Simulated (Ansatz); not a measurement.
**Geometry relaxation, with input and output: C (part 3 of 3)**

C (R-3m, 4 atoms in the cell); DFT r2SCAN, scalar-relativistic, plane waves, PAW, no spin polarisation (Ansatz 0.2.0); cutoff 500 eV, 18×18×18 k-mesh, Gaussian smearing of 0.1 eV. The structure derives from an entry of the Crystallography Open Database.

Geometry of the input (Å; fractional positions):
```
1.2300  0.7101  11.1500
-1.2300  0.7101  11.1500
0.0000  -1.4203  11.1500
C  0.0500  0.0500  0.0500
C  0.9500  0.9500  0.9500
C  0.2830  0.2830  0.2830
C  0.7170  0.7170  0.7170
```

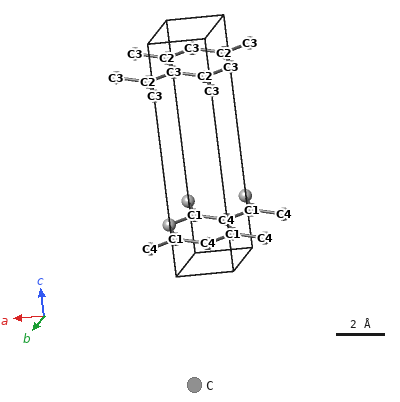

The geometry at step 6 of the log (ball-and-stick view of the reduced cell, seen at an oblique angle; neighbours outside the cell are drawn fainter; atoms are numbered from 1 in the order of the input).

### Output, continued
```
SCF iter   1: F=—  HF=-1006.637509 eV  |F-HF|=—  |Δ(HF+E_count)|=         —  Δρ=4.16e-4  dr2=9.60e-5  dr2_τ=1.04e-4  ethr=6.62e-7  ⟨swp⟩=2.1  Hψ=53985  notcnv=0
preconditioner: auto → LDOS  [metal: Δε(μ)=0.000 eV  Ē_g=16.128 eV  σ=0.100 eV  W_gap=0.00  n_scr=8 (ndim 8)  ℏωp=19.1 eV  f_vac=0.401  D(μ)=0.14/eV (n_scr^D=2)  β→1.0]
SCF iter   2: F=—  HF=-1006.637696 eV  |F-HF|=—  |Δ(HF+E_count)|=   1.87e-4  Δρ=2.26e-4  dr2=1.22e-4  dr2_τ=1.61e-6  ethr=6.00e-7  ⟨swp⟩=2.5  Hψ=12752  notcnv=0
SCF iter   3: F=—  HF=-1006.637662 eV  |F-HF|=—  |Δ(HF+E_count)|=   3.48e-5  Δρ=5.90e-5  dr2=3.90e-6  dr2_τ=1.00e-7  ethr=6.00e-7  ⟨swp⟩=2.0  Hψ=9540  notcnv=0
SCF iter   4: F=—  HF=-1006.637663 eV  |F-HF|=—  |Δ(HF+E_count)|=   1.37e-6  Δρ=1.09e-5  dr2=3.91e-8  dr2_τ=2.20e-9  ethr=2.44e-8  ⟨swp⟩=2.1  Hψ=9574  notcnv=0
SCF iter   5: F=—  HF=-1006.637663 eV  |F-HF|=—  |Δ(HF+E_count)|=   2.48e-7  Δρ=1.77e-6  dr2=1.03e-9  dr2_τ=1.09e-10  ethr=9.94e-12  ⟨swp⟩=7.9  Hψ=52887  notcnv=0
SCF iter   6: F=-1006.637663 eV  HF=-1006.637663 eV  |F-HF|=7.92e-10  |Δ(HF+E_count)|=  5.54e-10  Δρ=1.49e-6  dr2=1.15e-9  dr2_τ=1.59e-10  ethr=6.46e-12  ⟨swp⟩=6.6  Hψ=46811  notcnv=0
SCF 11 converged in 6 iterations: F = -1006.637663 eV  dr2 = 1.15e-9
relax step  11: F+E_penalty+E_count = -1006.63766270 eV  Δ(F+E_penalty+E_count) = -2.425e-5 eV  max|allowed force component| = 4.953e-4 eV/Å  Δτ_max = 0.0015 Å  P = -0.000 GPa  Ω = 60.558 Å³  energy of the carried Pulay correction = -4.556e-4 eV  (6 SCF iters, dr2 threshold 1.59e-9 eV, accepted)
Initial wavefunctions: pseudopotential atomic-orbital guess (no wavefunctions were taken with the density)
iter 1 solved again at ethr=4.73e-8 eV; its pass at ethr=3.10e-3 eV (dr2=7.57e-6 eV) is discarded
SCF iter   1: F=—  HF=-1006.637969 eV  |F-HF|=—  |Δ(HF+E_count)|=         —  Δρ=3.51e-5  dr2=5.38e-8  dr2_τ=1.56e-7  ethr=4.73e-8  ⟨swp⟩=3.7  Hψ=67980  notcnv=0
preconditioner: auto → LDOS  [metal: Δε(μ)=0.281 eV  Ē_g=16.126 eV  σ=0.100 eV  W_gap=0.50  n_scr=8 (ndim 8)  ℏωp=19.1 eV  f_vac=0.401  D(μ)=0.14/eV (n_scr^D=2)  β→1.0]
SCF iter   2: F=—  HF=-1006.637972 eV  |F-HF|=—  |Δ(HF+E_count)|=   3.34e-6  Δρ=2.63e-6  dr2=2.12e-9  dr2_τ=5.97e-10  ethr=3.36e-10  ⟨swp⟩=3.0  Hψ=12571  notcnv=0
SCF iter   3: F=—  HF=-1006.637972 eV  |F-HF|=—  |Δ(HF+E_count)|=   2.02e-9  Δρ=2.13e-6  dr2=2.39e-9  dr2_τ=2.60e-10  ethr=1.33e-11  ⟨swp⟩=2.0  Hψ=11604  notcnv=0
SCF iter   4: F=—  HF=-1006.637972 eV  |F-HF|=—  |Δ(HF+E_count)|=  6.35e-10  Δρ=3.65e-7  dr2=6.99e-11  dr2_τ=8.45e-12  ethr=1.33e-11  ⟨swp⟩=2.0  Hψ=11075  notcnv=0
SCF iter   5: F=-1006.637972 eV  HF=-1006.637972 eV  |F-HF|=7.96e-13  |Δ(HF+E_count)|=  1.88e-11  Δρ=4.24e-8  dr2=7.11e-13  dr2_τ=8.59e-14  ethr=1.00e-12  ⟨swp⟩=8.0  Hψ=40352  notcnv=0
SCF 12 converged in 5 iterations: F = -1006.637972 eV  dr2 = 7.11e-13
relax step  12: F+E_penalty+E_count = -1006.63797227 eV  Δ(F+E_penalty+E_count) = -3.096e-4 eV  max|allowed force component| = 4.885e-4 eV/Å  Δτ_max = 0.0000 Å  P = +0.004 GPa  Ω = 60.558 Å³  stress off target by 4.91e-3 GPa  SCF on the basis re-selected at this cell (its energy is not comparable with the rows above)  (5 SCF iters)
basis re-selected at this cell: Δ(F+E_penalty+E_count) = -3.096e-4 eV, ΔP = +0.004 GPa vs the last step (what re-selecting the basis moved, of the pressure what is left beyond the Pulay correction that the steps carried, after the strain that the cell walked since its last selection, with what the two solves' SCF thresholds leave and, on support functions, any second-order correction that the steps lacked; it is no measure of the basis error at this ecutwfc). This SCF's stress stands 4.91e-3 GPa from its target on what of the cell is left free (relax.cell.stress_tol is 5.00e-2 GPa) and its largest allowed force component is 4.89e-4 eV/Å (relax.f_tol is 5.00e-3 eV/Å): within both
WARN: The output density's exchange-correlation potential varies sharply where the density is thin. Do not read a vacuum level from v_tot or v_xc, or from such a field of the output density. On a cell that repeats whose density bears no net charge and no dipole along the vacuum's axis use v_es (v_loc + v_h of the components); under efield.dipole_correction with no amplitude use v_es + v_field, which holds any external_charges[].barrier, or the levels of the report's work_function block, which leave it out; under a non-zero efield.amplitude the vacuum is tilted and has no level; on a cell that repeats and bears such a dipole with no correction it is tilted too, and efield.dipole_correction with no amplitude gives each side of its ramp a level where efield: is served; in a cell that repeats whose density bears a net charge (total_charge, or a fill off its count) it is curved and has none; of a slab under crystal.periodic whose density bears no net charge use v_es, which has a level on each side, short of where the two are joined; of another it falls or rises all the way out and has none; of a slab beside external_charges read slab_vacuum_level instead, which it has where they leave it neutral. The grid or the basis barely resolves most such structure, and the values can differ between equally converged runs; as a rule a tighter scf.convergence.dr2_threshold does not remove it. Where the density itself ripples (under the LDA too) a higher basis.ecutwfc lessens it. The files hold the spikes' plane waves up to the density's cutoff. Files: v_tot_of_output_density and the like, and their columns of v_z.tsv (output.write_potential); v_xc_of_output_density and the like, and their columns of v_comp_z.tsv (output.write_potential_components). Measured: with its Gaussian average of σ = 0.25 Å subtracted twice, the exchange-correlation potential is over 0.1 eV at 1794 of the grid points where the equally averaged density (valence and model cores) is under 1e-3 e/Å³, and 1.60 eV at the most among them, at an averaged density of 7.7e-6 e/Å³. The input density's (outcome.potential() and, of a run that writes arrays, v_tot and v_xc) is over 0.1 eV, so measured, at 1792 points of its own thin density, 1.60 eV at the most. See output.write_potential in the manual, Limitations
SCF converged after 5 iterations
Free energy (F): -1006.637972 eV
Harris-Foulkes:  -1006.637972 eV  (|F-HF|=7.96e-13)
Internal energy: -1006.637275 eV  (E = F + TS)
E sigma→0 (E₀):  -1006.637624 eV
Entropy (-TS):   -0.000697 eV (-0.174 meV/atom)
Fermi energy:    2.282402 eV
--- Per-component energies (eV) ---
  E_band       = -119.933234
  E_kinetic    = 363.478393
  E_local      = -2432.518191  (includes V_loc(G=0)·N_el)
  E_nonlocal   = 107.798484
  E_hartree    = 1057.606962
  E_xc         = -188.788922
  E_vxc        = -261.632126  (∫ρ·V_xc dr)
  E_paw        = -403.520173  (= ΣΔE_a)
  E_vpaw       = -27.020985  (= ΣTr[D̂ρ^β])
  E_aug_tail   = 0.000021  (compensation charges beyond the density's cutoff)
  E_vtau       = 14.747264  (kinetic-family band-sum trace: ∫τ·v_τ [+ j·A + Jᵃ·Aᵃ] dr)
  E_ewald      = 489.405246
  E_core_change = -0.099095  (= ΣΔE_core)
  E_smearing   = -0.000697  (= −TS)
  E_closure    = 0.000000  (closes the sum)
  Σ components = -1006.637972   (vs F -1006.637972, Δ=0.00e0)
--- Forces (eV/Å), atoms counted from 1 ---
  atom   1  C      0.00000000    -0.00000000     0.00048854
  atom   2  C     -0.00000000     0.00000000    -0.00048854
  atom   3  C      0.00000000    -0.00000000     0.00041566
  atom   4  C     -0.00000000     0.00000000    -0.00041566
  max |Σ_I F_I| component: 2.71e-19 eV/Å
--- Stress (GPa, compression-positive) ---
        0.004912      -0.000000      -0.000000
       -0.000000       0.004912       0.000000
       -0.000000       0.000000       0.000950
  P = ⅓ Tr σ = 0.0036 GPa (0.036 kbar)
--- Band table (eV; the first three rows and the last of 580) ---
  k-point 0: bands = ["-18.6288", "-18.5265", "-6.2418", "-5.4538", "-0.9667", "-0.9667", "-0.9608", "-0.9608", "5.7266", "7.5017", "8.3240", "11.0317"]
  k-point 1: bands = ["-18.5511", "-18.4492", "-6.1480", "-5.3621", "-1.2894", "-1.2811", "-1.1349", "-1.1273", "5.8276", "7.5942", "8.4239", "11.0734"]
  k-point 2: bands = ["-18.3182", "-18.2177", "-5.8677", "-5.0883", "-2.1733", "-2.1592", "-1.5807", "-1.5701", "6.1309", "7.8717", "8.7232", "11.1129"]
  k-point 579: bands = ["-18.6288", "-18.5265", "-6.2416", "-5.4542", "-0.9667", "-0.9667", "-0.9608", "-0.9608", "6.1124", "6.4669", "9.7733", "11.0305"]
--- Relaxed structure (11 steps of the walk, 11 accepted, 1 SCFs on fresh bases) ---
  F+E_penalty+E_count = -1006.63797227 eV   max|allowed force component| = 4.885e-4 eV/Å   (the final SCF, on the basis selected at the relaxed cell)
  cell:  # Å, volume = 60.5578 Å³
    - [1.2279270677927936, 0.7089440231180644, 11.594019811833503]
    - [-1.2279270677927936, 0.7089440231180644, 11.594019811833503]
    - [4.252882779205186e-32, -1.4178880462881218, 11.594019811830323]
  atoms:
    - { symbol: C, position: [0.050516053349700774, 0.050516053349700774, 0.05051605334970077] }
    - { symbol: C, position: [0.949483946650299, 0.949483946650299, 0.949483946650299] }
    - { symbol: C, position: [0.28281136592518735, 0.28281136592518735, 0.28281136592518735] }
    - { symbol: C, position: [0.7171886340748124, 0.7171886340748124, 0.7171886340748123] }
```

### Trajectory as extended XYZ (Å, eV, eV/Å), 12 frames, from step=1 to step=12
```
4
Lattice="1.2300 0.7101 11.1500 -1.2300 0.7101 11.1500 0.0000 -1.4203 11.1500" Properties=species:S:1:pos:R:3:forces:R:3 step=1 energy=-1006.63178 pressure_GPa=-0.75
C     0.0000    0.0000    1.6725    0.0000   0.0000   0.2126
C     0.0000    0.0000   31.7775    0.0000   0.0000  -0.2126
C     0.0000    0.0000    9.4664    0.0000   0.0000   0.1661
C     0.0000    0.0000   23.9837    0.0000   0.0000  -0.1661
4
Lattice="1.2286 0.7093 11.2661 -1.2286 0.7093 11.2661 0.0000 -1.4187 11.2661" Properties=species:S:1:pos:R:3:forces:R:3 step=2 energy=-1006.63334 pressure_GPa=-0.35
C     0.0000    0.0000    1.8821    0.0000   0.0000  -0.0697
C     0.0000    0.0000   31.9163    0.0000   0.0000   0.0697
C     0.0000    0.0000    9.3871    0.0000   0.0000  -0.0402
C     0.0000    0.0000   24.4114    0.0000   0.0000   0.0402
4
Lattice="1.2281 0.7091 11.2200 -1.2281 0.7091 11.2200 0.0000 -1.4181 11.2200" Properties=species:S:1:pos:R:3:forces:R:3 step=3 energy=-1006.63734 pressure_GPa=-0.12
C     0.0000    0.0000    1.7989    0.0000   0.0000  -0.0211
C     0.0000    0.0000   31.8612    0.0000   0.0000   0.0211
C     0.0000    0.0000    9.4218    0.0000   0.0000  -0.0072
C     0.0000    0.0000   24.2382    0.0000   0.0000   0.0072
4
Lattice="1.2279 0.7089 11.1836 -1.2279 0.7089 11.1836 0.0000 -1.4178 11.1836" Properties=species:S:1:pos:R:3:forces:R:3 step=4 energy=-1006.63756 pressure_GPa=0.06
C     0.0000    0.0000    1.7262    0.0000   0.0000   0.0005
C     0.0000    0.0000   31.8246    0.0000   0.0000  -0.0005
C     0.0000    0.0000    9.4576    0.0000   0.0000  -0.0145
C     0.0000    0.0000   24.0932    0.0000   0.0000   0.0145
4
Lattice="1.2279 0.7090 11.2887 -1.2279 0.7090 11.2887 0.0000 -1.4179 11.2887" Properties=species:S:1:pos:R:3:forces:R:3 step=5 energy=-1006.63792 pressure_GPa=-0.00
C     0.0000    0.0000    1.7564    0.0000   0.0000   0.0108
C     0.0000    0.0000   32.1096    0.0000   0.0000  -0.0108
C     0.0000    0.0000    9.5315    0.0000   0.0000   0.0107
C     0.0000    0.0000   24.3345    0.0000   0.0000  -0.0107
4
Lattice="1.2279 0.7089 11.3009 -1.2279 0.7089 11.3009 0.0000 -1.4179 11.3009" Properties=species:S:1:pos:R:3:forces:R:3 step=6 energy=-1006.63792 pressure_GPa=0.00
C     0.0000    0.0000    1.7588    0.0000   0.0000  -0.0029
C     0.0000    0.0000   32.1439    0.0000   0.0000   0.0029
C     0.0000    0.0000    9.5421    0.0000   0.0000  -0.0024
C     0.0000    0.0000   24.3607    0.0000   0.0000   0.0024
4
Lattice="1.2279 0.7089 11.3101 -1.2279 0.7089 11.3101 0.0000 -1.4179 11.3101" Properties=species:S:1:pos:R:3:forces:R:3 step=7 energy=-1006.63791 pressure_GPa=0.00
C     0.0000    0.0000    1.7591    0.0000   0.0000  -0.0014
C     0.0000    0.0000   32.1713    0.0000   0.0000   0.0014
C     0.0000    0.0000    9.5509    0.0000   0.0000  -0.0006
C     0.0000    0.0000   24.3796    0.0000   0.0000   0.0006
4
Lattice="1.2279 0.7090 11.4443 -1.2279 0.7090 11.4443 0.0000 -1.4179 11.4443" Properties=species:S:1:pos:R:3:forces:R:3 step=8 energy=-1006.63779 pressure_GPa=-0.01
C     0.0000    0.0000    1.7614    0.0000   0.0000   0.0104
C     0.0000    0.0000   32.5715    0.0000   0.0000  -0.0104
C     0.0000    0.0000    9.6821    0.0000   0.0000   0.0122
C     0.0000    0.0000   24.6508    0.0000   0.0000  -0.0122
4
Lattice="1.2279 0.7090 11.5388 -1.2279 0.7090 11.5388 0.0000 -1.4179 11.5388" Properties=species:S:1:pos:R:3:forces:R:3 step=9 energy=-1006.63770 pressure_GPa=-0.01
C     0.0000    0.0000    1.7610    0.0000   0.0000   0.0115
C     0.0000    0.0000   32.8553    0.0000   0.0000  -0.0115
C     0.0000    0.0000    9.7769    0.0000   0.0000   0.0132
C     0.0000    0.0000   24.8394    0.0000   0.0000  -0.0132
4
Lattice="1.2279 0.7089 11.6138 -1.2279 0.7089 11.6138 0.0000 -1.4179 11.6138" Properties=species:S:1:pos:R:3:forces:R:3 step=10 energy=-1006.63764 pressure_GPa=-0.01
C     0.0000    0.0000    1.7585    0.0000   0.0000   0.0045
C     0.0000    0.0000   33.0828    0.0000   0.0000  -0.0045
C     0.0000    0.0000    9.8548    0.0000   0.0000   0.0050
C     0.0000    0.0000   24.9865    0.0000   0.0000  -0.0050
4
Lattice="1.2279 0.7089 11.5940 -1.2279 0.7089 11.5940 0.0000 -1.4179 11.5940" Properties=species:S:1:pos:R:3:forces:R:3 step=11 energy=-1006.63766 pressure_GPa=-0.00
C     0.0000    0.0000    1.7571    0.0000   0.0000   0.0005
C     0.0000    0.0000   33.0250    0.0000   0.0000  -0.0005
C     0.0000    0.0000    9.8368    0.0000   0.0000   0.0004
C     0.0000    0.0000   24.9453    0.0000   0.0000  -0.0004
4
Lattice="1.2279 0.7089 11.5940 -1.2279 0.7089 11.5940 0.0000 -1.4179 11.5940" Properties=species:S:1:pos:R:3:forces:R:3 step=12 energy=-1006.63797 pressure_GPa=0.00
C     0.0000    0.0000    1.7571    0.0000   0.0000   0.0005
C     0.0000    0.0000   33.0250    0.0000   0.0000  -0.0005
C     0.0000    0.0000    9.8368    0.0000   0.0000   0.0004
C     0.0000    0.0000   24.9453    0.0000   0.0000  -0.0004
```

### Summary

```tsv
quantity	value
outcome	converged
space group (tolerance 0.01 Å)	R-3m (166)
electrons treated	16
free energy	−1006.6380 eV
Fermi energy	2.282 eV
gap on the k-point mesh	none (metallic)
pressure	0.00 GPa
final volume	60.56 Å³
largest force (length of the vector) at the end	under 0.001 eV/Å
final cell	a = 11.680 Å, b = 11.680 Å, c = 11.680 Å, α = 12.07°, β = 12.07°, γ = 12.07°
hardware	2 threads of Intel Xeon (Granite Rapids), 32 GiB of memory available, shared host
wall time	3.2 min (CPU time 6.5 min)
peak memory	0.94 GiB
```

The program warns: the exchange-correlation potential is rough where the density is thin.
